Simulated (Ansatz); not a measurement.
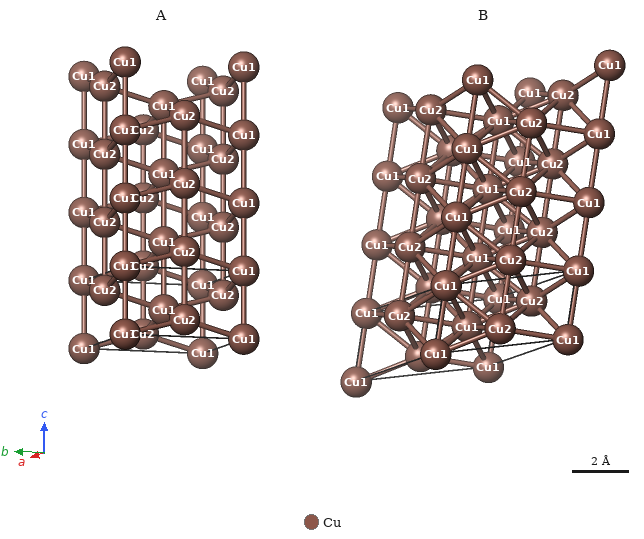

Two geometries of solid Cu (a generated structure, set up in I4_1/amd), drawn at one scale. One is the start of a relaxation, the other its converged end. A ball-and-stick model of the conventional cell (2 times the calculation's cell), repeated 1 × 1 × 4 with one cell outlined, seen from a free direction. Lengths and directions refer to the drawn axes.

Level of theory: Ansatz, DFT, LDA (PW92), plane waves (420 eV) with PAW, scalar-relativistic. (plane-wave cutoff 420 eV; k-point mesh 14 × 14 × 10; occupations fermi dirac; smearing width 0.1 eV; no spin polarisation; cell and atoms relaxed; force threshold 0.01 eV/Å; at most 60 steps)

Q: Which geometry has the lower energy?

A: Structure B is the relaxed one. Phase: beta-Sn type. The largest moves relative to the cell, 0.18 Å, are those of Cu1 and Cu2. Cu1 goes along [1 −1 0]. The drawn cell changes as follows: a = b 4.495 → 4.766 Å (+6.0 %), c 2.454 → 2.487 Å (+1.3 %), α 90.0° → 105.1°, β 90.0° → 105.1°, γ 90.0° → 53.8°; the volume changes by −12.1 %. Some distances before and after: Cu1–Cu1 3.407 → 2.489 Å, Cu1–Cu2 2.905 → 2.491 Å, Cu1–Cu2 (another image) 2.330 → 2.488 Å, Cu1–Cu1 (another image) 2.454 → 2.487 Å. New bonds form: Cu1–Cu1 (3.41 → 2.49 Å), Cu2–Cu2 (3.41 → 2.49 Å). Bond angles that change, for instance: Cu2–Cu1–Cu2 94.0° → 146.3°, Cu2–Cu1–Cu2 94.0° → 60.0°, Cu2–Cu1–Cu2 94.0° → 109.6°. The space group (tolerance 0.01 Å) goes from I4_1/amd (No. 141) to P6_3/mmc (No. 194). After 25 accepted moves (28 points after the start) the energy has fallen by 379 meV per atom. The largest force component goes from 0.0012 to under 0.0001 eV/Å. Pressure: −5.16 GPa at the start and 0.00 GPa at the end. The SCF was repeated 3 times at an unchanged geometry on a basis and grid sized afresh for the cell, which shifted the energy by 48.0 meV per atom at most. The program noted that a PAW file was made for another functional than the run's.
